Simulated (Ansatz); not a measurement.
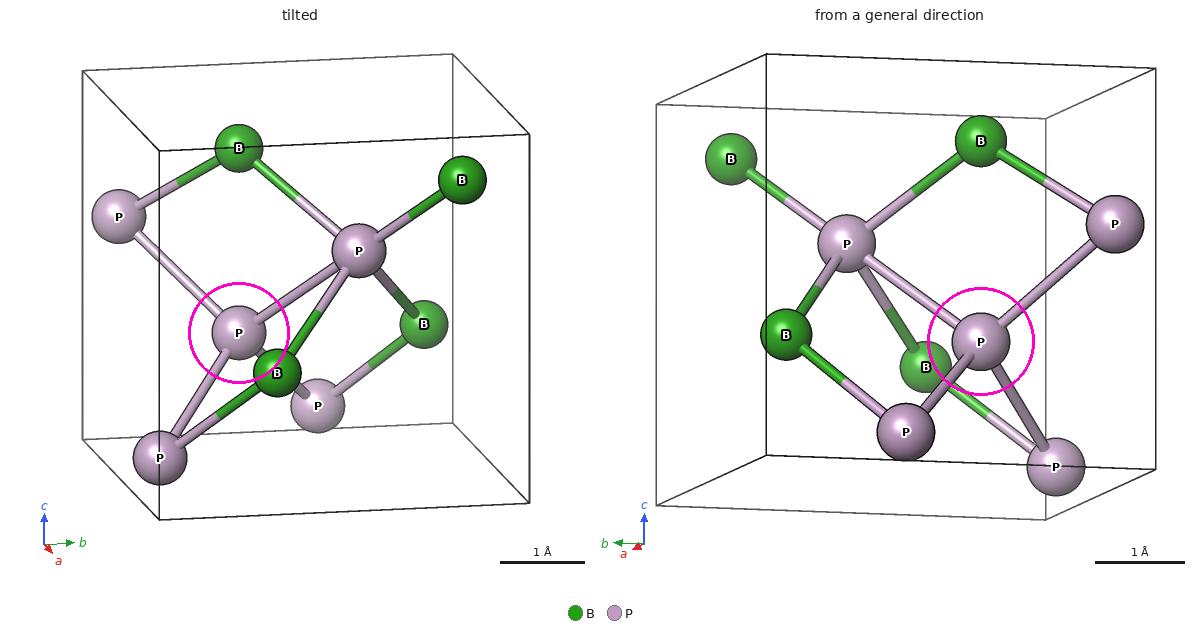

The image is a ball-and-stick drawing of a crystal, viewed slightly off an axis and from a general direction. Lines trace the edges of the supercell. The host is BP, in a cell of 8 sites, and the cell is neutral. A ring marks the defect's site.

Where does the cell differ from the host, and how?

An interstitial phosphorus atom. It is bonded to four P in a tetrahedral arrangement at about 2.1 Å.

Level of theory and settings: DFT PBE, scalar-relativistic, plane waves, PAW (Ansatz 0.2.0), a kinetic-energy cutoff of 420 eV, k-point mesh 3×3×3, Gaussian smearing of 0.01 eV, collinear spins.

Does the defect leave unpaired spin?

No net moment.

The atoms were relaxed in the host's cell with DFT PBE, scalar-relativistic, plane waves, PAW (Ansatz 0.2.0).
